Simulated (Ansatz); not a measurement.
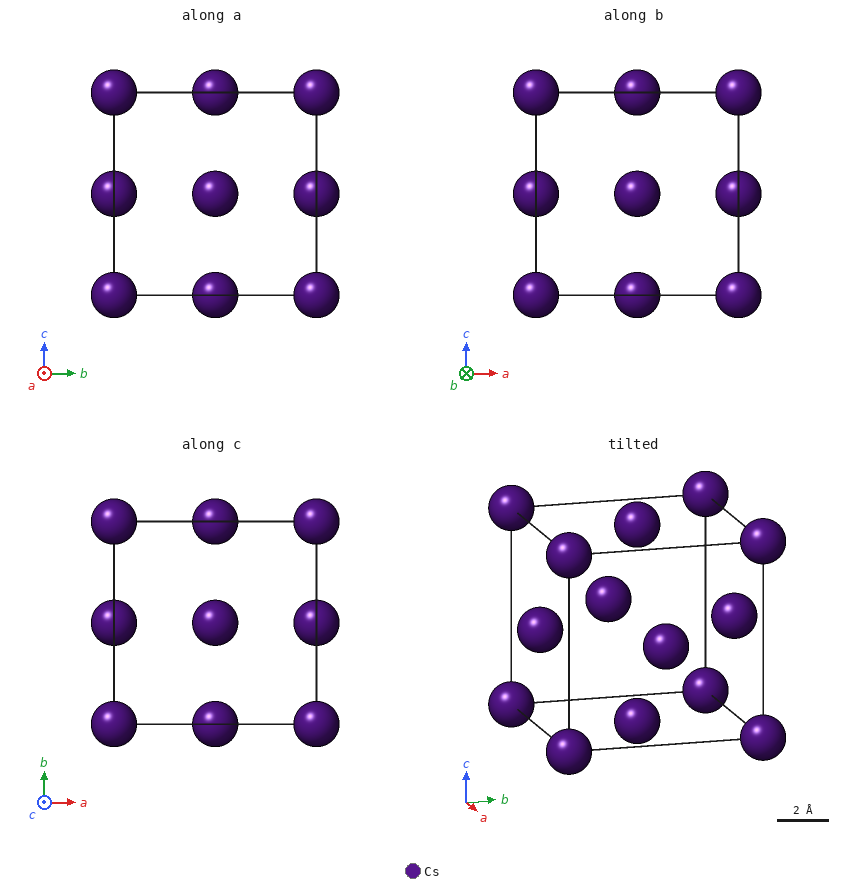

Spheres-only model, viewed along the a axis, along the b axis, along the c axis and slightly off an axis. The conventional unit cell is drawn as a box.

Lattice parameters: a = 8.051 Å, b = 8.051 Å, c = 8.051 Å, α = 90.00°, β = 90.00°, γ = 90.00°.

### Set out the cell and atoms as a table of Wyckoff sites.

Space group Fm-3m (No. 225).
```csv
atom,site,x,y,z
Cs,4a,0.0000,0.0000,0.0000
```

The structure comes from a structure type filled with this element by a generator (whether the element takes this form wasn't checked). Earlier steps of the study may have refined or changed the cell and positions. It was the input of a calculation with Ansatz.
